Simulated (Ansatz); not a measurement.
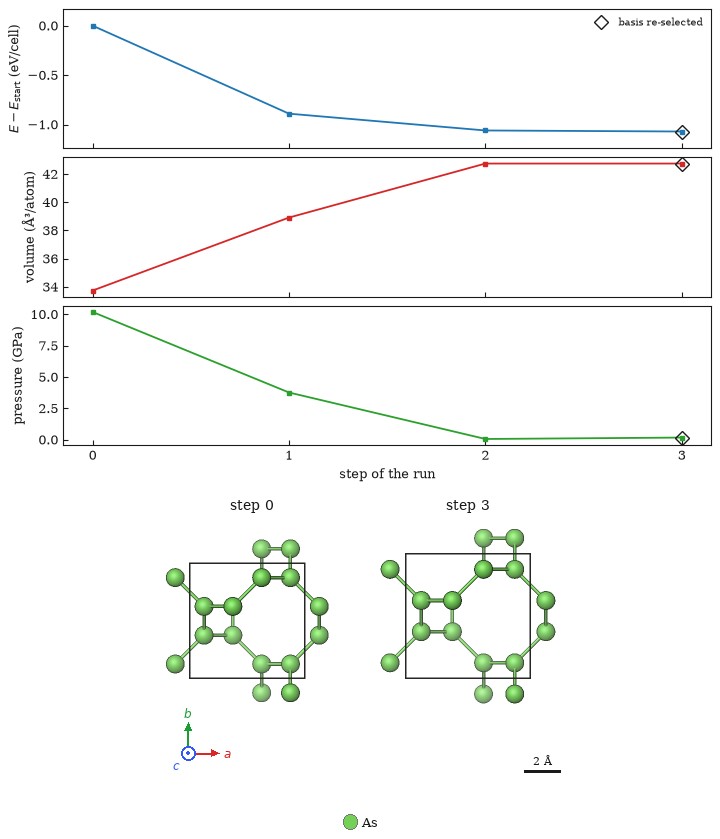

First and last geometry of a relaxation of crystalline As (a generated structure, set up in I4_132) (coarse preliminary run), with the history of the run. The picture is a ball-and-stick view of the conventional cell (2 times the calculation's cell), seen along the c axis. Lengths and directions refer to the drawn axes.

Level of theory: Ansatz, DFT PBE, scalar-relativistic, plane waves, PAW.

The input:
```yaml
crystal:
  lattice:
    - [-3.23119515, 3.23119515, 3.23119515]
    - [3.23119515, -3.23119515, 3.23119515]
    - [3.23119515, 3.23119515, -3.23119515]
  atoms:
    - { symbol: As, position: [0.75, 0.75, 0.75] }
    - { symbol: As, position: [0.5, 0.0, 0.75] }
    - { symbol: As, position: [0.0, 0.75, 0.5] }
    - { symbol: As, position: [0.75, 0.5, 0.0] }
basis:
  ecutwfc: 420
kpoints:
  mp_grid: { grid: [4, 4, 4] }
hamiltonian:
  xc: pbe
scf:
  occupations: { method: gaussian, width: 0.1 }
  lower_state_search: "off"
output:
  forces: true
  stress: true
  eigenvalues: true
relax:
  adjacent_minimum: "off"
  f_tol: 0.04
  max_steps: 70
  cell: { stress_tol: 0.4 }
```

Command:
```bash
ansatz run input.yaml --threads 1 --pin off --max-ram 2048MiB --backend cpu --events-out ev --progress --plain --runs-dir out
```

Did the run converge, and what did it change?

It converged. No atom moves by more than 0.005 Å relative to the cell. Cell: a = b = c 6.462 → 6.993 Å (+8.2 %). Volume +26.7 %. Near-neighbour distances that change, for instance: As1–As2 2.285 → 2.472 Å. The space group stays I4_132 (No. 214). The energy falls by 1.071 eV per cell of the calculation in 2 accepted moves (3 points after the start). All forces vanish by symmetry, so only the cell relaxes. The pressure goes from 10.18 to 0.17 GPa. The SCF was repeated once at an unchanged geometry on a basis and grid sized afresh for the cell, which shifted the energy by 10.5 meV per cell of the calculation at most.
